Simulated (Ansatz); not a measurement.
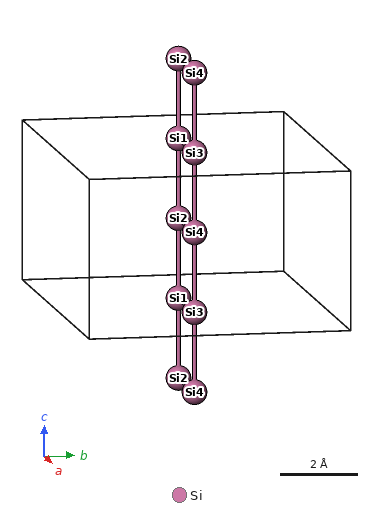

A wire of composition Si, before the relaxation. The picture is a ball-and-stick view of the cell of the calculation, with the vacuum cut short, seen slightly off an axis.

Case: ladder chain of atoms.

All numbers below come from DFT PBE, scalar-relativistic, plane waves, PAW (Ansatz 0.2.0).

Input file:
```yaml
crystal:
  lattice:
    - [11.2, 0.0, 0.0]
    - [0.0, 9.3, 0.0]
    - [0.0, 0.0, 4.2631910362]
  atoms:
    - { symbol: Si, position: [0.4000814601, 0.5, 0.0], spin: 0.5 }
    - { symbol: Si, position: [0.4000814601, 0.5, 0.5], spin: 0.5 }
    - { symbol: Si, position: [0.5999185399, 0.5, 0.0], spin: 0.5 }
    - { symbol: Si, position: [0.5999185399, 0.5, 0.5], spin: 0.5 }
basis:
  ecutwfc: 420
kpoints:
  mp_grid: { grid: [1, 1, 15] }
hamiltonian:
  xc: pbe
scf:
  occupations: { method: gaussian, width: 0.05 }
output:
  forces: true
  stress: true
  eigenvalues: true
  populations: true
  write_density: true
  write_potential: true
  elf: true
  volumetric_format: npy
magnetization:
  spin_polarized: true
relax:
  adjacent_minimum: "off"
  f_tol: 0.01
  max_steps: 45
  cell: { fix: [a, b, alpha, beta, gamma], stress_tol: 0.03 }
```

Command:
```bash
ansatz run input.yaml --threads 2 --pin off --max-ram 5120MiB --backend cpu --events-out ev --progress --plain --runs-dir out
```

> What does the optimiser find from here?

The largest moves relative to the layer's centre, 0.052 Å, are those of Si1, Si2, Si3 and Si4. Along the periodic axis the drawn cell goes c 4.263 → 4.626 Å (+8.5 %). Some distances before and after: Si1–Si2 2.132 → 2.313 Å, Si1–Si3 2.238 → 2.342 Å. The energy falls by 0.659 eV per cell of the calculation in 6 accepted moves (8 points after the start). The largest force component goes from 0.82 to 0.0089 eV/Å. The line search rejected the trial step at point 5 of the run. The SCF was repeated once at an unchanged geometry on a basis and grid sized afresh for the cell, which shifted the energy by 3.1 meV per cell of the calculation at most. The program noted that the starting moments weren't kept. The run may lie on a higher electronic state than the lowest, so the end point isn't shown to be the ground-state structure. The run took 4.2 min on 2 threads of Intel(R) Xeon(R) Processor @ 2.50GHz (Skylake/Cascade Lake), with other jobs on the host, peak memory 0.68 GiB.

The end point in the same view:

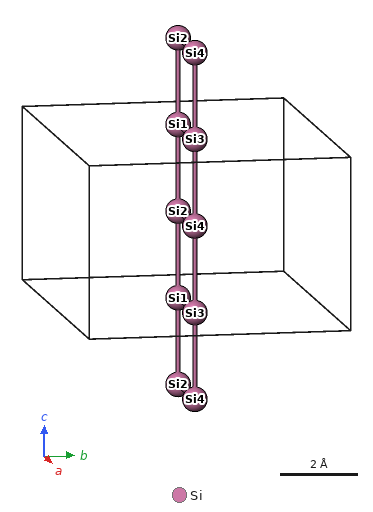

Limits of the set-up: the k-point mesh is coarse for a cell with partly filled bands.
